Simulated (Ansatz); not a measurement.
Run report: Tl8Cl7, nudged elastic band (part 2 of 2)

The same run, continued: Tl8Cl7 (defect cell, 15 atoms in the cell); DFT with PBE, PAW plane waves, no spin polarisation (Ansatz 0.2.0); cutoff 420 eV, 2×2×2 k-mesh, cold smearing of 0.15 eV. The structure derives from an entry of the Crystallography Open Database.

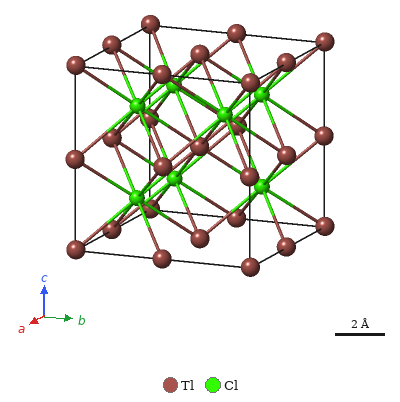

**Figure 1.** The input geometry (ball-and-stick view of the cell of the calculation, seen slightly off an axis).

## Output, continued
```
  k-point 0: bands = ["-9.3493", "-9.2542", "-9.0895", "-8.9585", "-8.9442", "-8.8450", "-8.7762", "-5.4918", "-5.4705", "-5.4635", "-5.4632", "-5.4118", "-5.4116", "-5.3833", "-5.3720", "-5.3701", "-5.3630", "-5.3474", "-5.3470", "-5.3403", "-5.3395", "-5.3307", "-5.3303", "-5.3296", "-5.3236", "-5.3039", "-5.2774", "-5.2773", "-5.2725", "-5.2510", "-5.2263", "-5.2262", "-5.2156", "-5.2096", "-5.1982", "-5.1981", "-5.1907", "-5.1503", "-5.1477", "-5.1476", "-5.1361", "-5.1343", "-5.1140", "-5.0975", "-5.0970", "-5.0970", "-5.0111", "-0.8525", "-0.8517", "-0.7748", "-0.1937", "0.7294", "0.7313", "1.1581", "1.6797", "1.7698", "1.7722", "1.7770", "1.7786", "1.9990", "2.2756", "2.6750", "2.8496", "2.8497", "2.9484", "2.9489", "3.0893", "3.1298", "3.1304", "3.3545", "3.3547", "3.4183", "3.4674", "3.8395", "4.2974", "4.2987", "6.3439", "6.5148", "6.5618", "7.1898", "7.6714", "7.6716", "8.2280", "8.6312", "8.6313", "9.1902", "9.3005", "9.3008", "11.0181", "11.0186", "11.0447", "11.0591"]
  k-point 1: bands = ["-9.2988", "-9.2827", "-9.0761", "-8.9736", "-8.9548", "-8.8283", "-8.8090", "-5.4726", "-5.4685", "-5.4076", "-5.4067", "-5.4066", "-5.4038", "-5.4016", "-5.3756", "-5.3677", "-5.3601", "-5.3587", "-5.3554", "-5.3444", "-5.3290", "-5.3238", "-5.3221", "-5.3199", "-5.3095", "-5.3041", "-5.2888", "-5.2871", "-5.2804", "-5.2625", "-5.2296", "-5.2256", "-5.2252", "-5.2151", "-5.2093", "-5.2000", "-5.1660", "-5.1584", "-5.1554", "-5.1542", "-5.1526", "-5.1456", "-5.1373", "-5.1182", "-5.0916", "-5.0828", "-5.0488", "-0.7565", "-0.6199", "-0.4576", "-0.2947", "-0.0830", "0.2558", "1.1630", "1.4102", "1.6361", "1.9056", "2.0992", "2.1833", "2.3353", "2.6088", "2.6472", "2.7401", "2.9852", "3.0285", "3.0803", "3.0843", "3.1382", "3.2301", "3.3546", "3.3822", "3.4400", "3.4415", "3.5061", "3.7304", "3.7563", "7.1872", "7.2894", "7.5632", "7.5723", "7.8657", "7.9915", "8.2407", "8.3541", "8.7589", "8.7960", "9.0818", "9.1385", "9.8304", "9.9476", "9.9522", "10.7211"]
  k-point 2: bands = ["-9.2988", "-9.2827", "-9.0761", "-8.9737", "-8.9547", "-8.8284", "-8.8089", "-5.4726", "-5.4684", "-5.4074", "-5.4069", "-5.4066", "-5.4038", "-5.4016", "-5.3756", "-5.3678", "-5.3601", "-5.3587", "-5.3554", "-5.3444", "-5.3291", "-5.3237", "-5.3222", "-5.3198", "-5.3095", "-5.3041", "-5.2888", "-5.2872", "-5.2804", "-5.2625", "-5.2296", "-5.2257", "-5.2252", "-5.2150", "-5.2093", "-5.2001", "-5.1661", "-5.1583", "-5.1554", "-5.1537", "-5.1531", "-5.1457", "-5.1372", "-5.1182", "-5.0916", "-5.0828", "-5.0488", "-0.7566", "-0.6199", "-0.4576", "-0.2947", "-0.0831", "0.2559", "1.1629", "1.4102", "1.6361", "1.9057", "2.0992", "2.1834", "2.3353", "2.6087", "2.6471", "2.7401", "2.9849", "3.0286", "3.0804", "3.0843", "3.1383", "3.2302", "3.3547", "3.3821", "3.4400", "3.4415", "3.5061", "3.7304", "3.7562", "7.1872", "7.2892", "7.5632", "7.5723", "7.8656", "7.9916", "8.2409", "8.3540", "8.7589", "8.7959", "9.0818", "9.1383", "9.8306", "9.9473", "9.9527", "10.7212"]
  k-point 7: bands = ["-9.2771", "-9.2440", "-9.0959", "-8.9155", "-8.9154", "-8.8941", "-8.8941", "-5.3830", "-5.3821", "-5.3773", "-5.3761", "-5.3746", "-5.3737", "-5.3638", "-5.3596", "-5.3593", "-5.3588", "-5.3571", "-5.3491", "-5.3481", "-5.3401", "-5.3340", "-5.3334", "-5.3326", "-5.3259", "-5.3156", "-5.3146", "-5.3028", "-5.2687", "-5.2686", "-5.2619", "-5.2330", "-5.2264", "-5.2112", "-5.2111", "-5.1962", "-5.1961", "-5.1904", "-5.1688", "-5.1648", "-5.1641", "-5.1590", "-5.1588", "-5.1495", "-5.1494", "-5.0923", "-5.0445", "-0.4450", "-0.2271", "-0.2257", "-0.1664", "-0.0728", "-0.0390", "-0.0384", "0.6961", "2.1214", "2.2186", "2.2193", "2.4591", "2.4594", "2.5689", "2.5738", "2.5877", "2.6638", "2.7089", "2.7462", "2.7467", "2.7690", "3.4107", "3.4122", "3.5432", "3.5506", "3.8220", "3.8496", "3.9903", "3.9908", "7.8305", "8.3882", "8.3902", "8.5803", "8.5821", "8.6285", "8.6920", "8.7356", "9.2704", "9.3334", "9.3553", "9.3865", "9.3868", "9.5333", "9.5891", "9.5905"]
this run last wrote the band of iteration 4 to [file]
--- NEB band (5 images, 4 band iterations, 108 SCF iterations, 36 more in tests of the images' electronic states and relaxations of end points) ---
  forward barrier  = 0.146700 eV
  backward barrier = 0.146723 eV
  lagrangian_above_aufbau_ev (what the smearing adds, to first order; not taken off the barriers): saddle image +0.004152 eV, end points -0.022941 and -0.023085 eV
  climbing image's point = of an order that was not read
  energies are F+E_penalty+E_count in eV, relative to image 0
  image     s (Å)  Δ vs image 0  max|band force component| (eV/Å)
      0    0.0000      0.000000                                 —
      1    0.9737      0.050196                          1.414e-2
  *   2    1.9475      0.146700                          5.898e-3
      3    2.9249      0.049803                          1.584e-2
      4    3.9024     -0.000023                                 —
  climbing-image geometry (image 2):
  cell:  # Å, volume = 464.6571 Å³
    - [7.745406, 0.0, 0.0]
    - [0.0, 7.745406, 0.0]
    - [0.0, 0.0, 7.745406]
  atoms:
    - { symbol: Tl, position: [0.0011734003924310443, -0.0014521092469358646, 0.0007676477472572205] }
    - { symbol: Cl, position: [0.2462442715895383, 0.24942119012143465, 0.2512952347774323] }
    - { symbol: Tl, position: [-0.00018078142434976036, -0.0005501947670818297, 0.5001979055362497] }
    - { symbol: Cl, position: [0.22233753333404366, 0.24858124909373308, 0.7511891454803286] }
    - { symbol: Tl, position: [-0.0011214818868080932, 0.49904318071457504, 0.0017582434518627638] }
    - { symbol: Cl, position: [0.5001051451084992, 0.7485416338362713, 0.25116555739357976] }
    - { symbol: Tl, position: [0.00021074828845663482, 0.49980200235091643, 0.5015388271948507] }
    - { symbol: Cl, position: [0.24620037369599346, 0.748376869129129, 0.7511173622453133] }
    - { symbol: Tl, position: [0.5011138589399972, 0.019334564715317866, -0.018894496540987387] }
    - { symbol: Cl, position: [0.7542492844735605, 0.24802843410135542, 0.2512001118578044] }
    - { symbol: Tl, position: [0.49980641583997026, 0.01846758529607018, 0.5222722383441263] }
    - { symbol: Cl, position: [0.7781067414677661, 0.24885933087235043, 0.751175727875706] }
    - { symbol: Tl, position: [0.49894219203018125, 0.4782986051392695, -0.019969512360237255] }
    - { symbol: Tl, position: [0.5002834617507607, 0.4773382262938803, 0.5209825368676726] }
    - { symbol: Cl, position: [0.7542571563999597, 0.7489474423497147, 0.7514536251290416] }
```

## The last band as extended XYZ (Å, eV, eV/Å)
```
15
Lattice="7.7454 0.0000 0.0000 0.0000 7.7454 0.0000 0.0000 0.0000 7.7454" Properties=species:S:1:pos:R:3:forces:R:3 image=0 energy=-99122.69031
Tl    0.0376    0.0197   -0.0259    0.0000  -0.0026   0.0015
Cl    1.9390    1.9279    1.9468    0.0007  -0.0014   0.0016
Tl    0.0297    0.0267    3.9071   -0.0002   0.0004  -0.0006
Cl    1.9395    1.9256    5.8188   -0.0008   0.0001  -0.0020
Tl    0.0185    3.8297   -0.0214    0.0022  -0.0006   0.0023
Cl    1.9406    5.7975    1.9462    0.0004   0.0021  -0.0022
Tl    0.0294    3.8415    3.9121    0.0030  -0.0014  -0.0027
Cl    1.9369    5.7920    5.8166    0.0027   0.0020   0.0009
Tl    3.8483    0.0268   -0.0230    0.0005   0.0014   0.0025
Cl    5.8130    1.9110    1.9455   -0.0036  -0.0002  -0.0014
Tl    3.8421    0.0111    3.9127    0.0000   0.0040  -0.0017
Cl    5.8124    1.9268    5.8151   -0.0011  -0.0004   0.0021
Tl    3.8324    3.8401   -0.0215    0.0012  -0.0008   0.0012
Tl    3.8472    3.8299    3.9092   -0.0003  -0.0036  -0.0010
Cl    5.8140    5.7984    5.8293   -0.0047   0.0012  -0.0004
15
Lattice="7.7454 0.0000 0.0000 0.0000 7.7454 0.0000 0.0000 0.0000 7.7454" Properties=species:S:1:pos:R:3:forces:R:3 image=1 energy=-99122.64012
Tl    0.0173   -0.0160    0.0093    0.0088   0.0019  -0.0027
Cl    1.9038    1.9290    1.9472    0.0048  -0.0010  -0.0003
Tl    0.0086   -0.0070    3.8727    0.0099   0.0024   0.0037
Cl    1.8175    1.9251    5.8179    0.0288   0.0004  -0.0004
Tl    0.0016    3.8651    0.0143    0.0113  -0.0042  -0.0021
Cl    2.8827    5.7997    1.9454   -0.1155   0.0004  -0.0005
Tl    0.0116    3.8734    3.8805    0.0096  -0.0033   0.0026
Cl    1.9034    5.7945    5.8174    0.0052   0.0008   0.0000
Tl    3.8657    0.1056   -0.1007    0.0042  -0.0072   0.0086
Cl    5.8290    1.9186    1.9454   -0.0035   0.0019  -0.0003
Tl    3.8576    0.0972    3.9971    0.0061  -0.0077  -0.0066
Cl    6.0074    1.9268    5.8179    0.0198  -0.0001   0.0000
Tl    3.8510    3.7540   -0.1070    0.0081   0.0078   0.0071
Tl    3.8608    3.7452    3.9893    0.0061   0.0079  -0.0078
Cl    5.8291    5.7994    5.8220   -0.0037   0.0000  -0.0012
15
Lattice="7.7454 0.0000 0.0000 0.0000 7.7454 0.0000 0.0000 0.0000 7.7454" Properties=species:S:1:pos:R:3:forces:R:3 image=2 energy=-99122.54361
Tl    0.0091   -0.0112    0.0059   -0.0010   0.0024  -0.0030
Cl    1.9073    1.9319    1.9464    0.0028  -0.0018  -0.0003
Tl   -0.0014   -0.0043    3.8742    0.0010   0.0028   0.0039
Cl    1.7221    1.9254    5.8183   -0.0059   0.0005  -0.0006
Tl   -0.0087    3.8653    0.0136    0.0025  -0.0046  -0.0025
Cl    3.8735    5.7978    1.9454    0.0000  -0.0007  -0.0004
Tl    0.0016    3.8712    3.8846    0.0004  -0.0034   0.0030
Cl    1.9069    5.7965    5.8177    0.0032   0.0007   0.0000
Tl    3.8813    0.1498   -0.1463   -0.0015  -0.0006   0.0029
Cl    5.8420    1.9211    1.9456   -0.0044   0.0021  -0.0004
Tl    3.8712    0.1430    4.0452    0.0006  -0.0033  -0.0019
Cl    6.0268    1.9275    5.8182    0.0034  -0.0007   0.0000
Tl    3.8645    3.7046   -0.1547    0.0028   0.0044   0.0028
Tl    3.8749    3.6972    4.0352    0.0007   0.0021  -0.0023
Cl    5.8420    5.8009    5.8203   -0.0045   0.0001  -0.0011
15
Lattice="7.7454 0.0000 0.0000 0.0000 7.7454 0.0000 0.0000 0.0000 7.7454" Properties=species:S:1:pos:R:3:forces:R:3 image=3 energy=-99122.64051
Tl    0.0016   -0.0108    0.0067   -0.0098   0.0028  -0.0030
Cl    1.9201    1.9347    1.9459    0.0020  -0.0016  -0.0004
Tl   -0.0118   -0.0072    3.8706   -0.0081   0.0031   0.0035
Cl    1.7415    1.9262    5.8184   -0.0215  -0.0001  -0.0004
Tl   -0.0206    3.8705    0.0183   -0.0075  -0.0035  -0.0023
Cl    4.8678    5.7962    1.9458    0.1146  -0.0023  -0.0004
Tl   -0.0085    3.8738    3.8835   -0.0089  -0.0032   0.0029
Cl    1.9198    5.7979    5.8184    0.0025   0.0004  -0.0001
Tl    3.8974    0.0994   -0.0981   -0.0073  -0.0052   0.0071
Cl    5.8453    1.9234    1.9460   -0.0064   0.0013  -0.0003
Tl    3.8849    0.0954    3.9992   -0.0047  -0.0087  -0.0079
Cl    5.9307    1.9275    5.8182   -0.0309  -0.0006  -0.0001
Tl    3.8771    3.7485   -0.1086   -0.0025   0.0101   0.0089
Tl    3.8886    3.7435    3.9874   -0.0051   0.0075  -0.0068
Cl    5.8455    5.8035    5.8190   -0.0066   0.0000  -0.0007
15
Lattice="7.7454 0.0000 0.0000 0.0000 7.7454 0.0000 0.0000 0.0000 7.7454" Properties=species:S:1:pos:R:3:forces:R:3 image=4 energy=-99122.69034
Tl   -0.0127    0.0250   -0.0269   -0.0007   0.0013  -0.0009
Cl    1.9383    1.9451    1.9455   -0.0004  -0.0017  -0.0006
Tl   -0.0319    0.0257    3.9021   -0.0018   0.0005  -0.0001
Cl    1.9411    1.9270    5.8184   -0.0018  -0.0025  -0.0001
Tl   -0.0456    3.8392   -0.0151   -0.0004  -0.0012   0.0022
Cl    5.8139    5.7995    1.9464   -0.0001   0.0004  -0.0013
Tl   -0.0305    3.8400    3.9196    0.0011  -0.0017  -0.0012
Cl    1.9353    5.7988    5.8197    0.0027   0.0015   0.0001
Tl    3.9173    0.0092   -0.0118    0.0015   0.0015   0.0017
Cl    5.8100    1.9237    1.9463   -0.0012   0.0011  -0.0003
Tl    3.8960    0.0142    3.9199    0.0022   0.0003  -0.0013
Cl    5.8119    1.9277    5.8191   -0.0014  -0.0024  -0.0007
Tl    3.8875    3.8236   -0.0326    0.0013  -0.0001   0.0038
Tl    3.9037    3.8274    3.9045    0.0016  -0.0001  -0.0031
Cl    5.8113    5.8024    5.8167   -0.0027   0.0029   0.0018
```

The run was set up as follows.

## Input file
```yaml
crystal:
  lattice:
    - [7.745406, 0.0, 0.0]
    - [0.0, 7.745406, 0.0]
    - [0.0, 0.0, 7.745406]
  atoms:
    - { symbol: Tl, position: [-0.00074022, 0.00290139, 0.00468824] }
    - { symbol: Cl, position: [0.25302965, 0.24949094, 0.24845048] }
    - { symbol: Tl, position: [0.00072731, -0.00144622, 0.4947797] }
    - { symbol: Cl, position: [0.25264429, 0.24686087, 0.75227356] }
    - { symbol: Tl, position: [-0.00224574, 0.4959992, 0.00160813] }
    - { symbol: Cl, position: [0.24969448, 0.74883456, 0.25078886] }
    - { symbol: Tl, position: [-0.00201987, 0.50044043, 0.50133578] }
    - { symbol: Cl, position: [0.25244484, 0.74969359, 0.75087107] }
    - { symbol: Tl, position: [0.50400094, -0.00283139, 0.0043175] }
    - { symbol: Cl, position: [0.74847472, 0.24523129, 0.25244139] }
    - { symbol: Tl, position: [0.49793464, -0.00347816, 0.49931101] }
    - { symbol: Cl, position: [0.7501721, 0.24968661, 0.75235117] }
    - { symbol: Tl, position: [0.49588709, 0.49845683, -8.69e-06] }
    - { symbol: Tl, position: [0.50058973, 0.49896713, 0.50070244] }
    - { symbol: Cl, position: [0.75164729, 0.75068999, 0.75308461] }
kpoints:
  mp_grid: { grid: [2, 2, 2] }
magnetization:
  spin_polarized: false
scf:
  occupations: { method: cold, width: 0.15 }
hamiltonian:
  pseudopotentials: { kind: paw }
  xc: pbe
basis:
  ecutwfc: 420
neb:
  images: 3
  relax_end_points: true
  climbing: true
  f_tol: 0.05
  max_iterations: 40
  order_check: false
  final_atoms:
    - { symbol: Tl, position: [-0.00074022, 0.00290139, 0.00468824] }
    - { symbol: Cl, position: [0.25302965, 0.24949094, 0.24845048] }
    - { symbol: Tl, position: [0.00072731, -0.00144622, 0.4947797] }
    - { symbol: Cl, position: [0.25264429, 0.24686087, 0.75227356] }
    - { symbol: Tl, position: [-0.00224574, 0.4959992, 0.00160813] }
    - { symbol: Cl, position: [0.74866862, 0.75191646, 0.25129867] }
    - { symbol: Tl, position: [-0.00201987, 0.50044043, 0.50133578] }
    - { symbol: Cl, position: [0.25244484, 0.74969359, 0.75087107] }
    - { symbol: Tl, position: [0.50400094, -0.00283139, 0.0043175] }
    - { symbol: Cl, position: [0.74847472, 0.24523129, 0.25244139] }
    - { symbol: Tl, position: [0.49793464, -0.00347816, 0.49931101] }
    - { symbol: Cl, position: [0.7501721, 0.24968661, 0.75235117] }
    - { symbol: Tl, position: [0.49588709, 0.49845683, -8.69e-06] }
    - { symbol: Tl, position: [0.50058973, 0.49896713, 0.50070244] }
    - { symbol: Cl, position: [0.75164729, 0.75068999, 0.75308461] }
```

Launch command:
```bash
ansatz run input.yaml --threads 4 --pin off --max-ram 8192MiB --backend cpu --events-out ev --progress --plain --runs-dir out
```

## Key numbers

| quantity | value |
| --- | --- |
| outcome | converged |
| barrier, forward | 0.147 eV |
| barrier, backward | 0.147 eV |
| electrons treated | 153 |
| hardware | 4 threads of Arm Neoverse V2, 24 GiB of memory available, shared host |
| wall time | 95 s (CPU time 5.3 min) |
| peak memory | 1.9 GiB |

## Remarks

Spin–orbit coupling is left out, which matters for Tl. The cell holds an odd number of electrons but the run has no spin polarisation, so it comes out as a metal. The order of the saddle point was not checked.
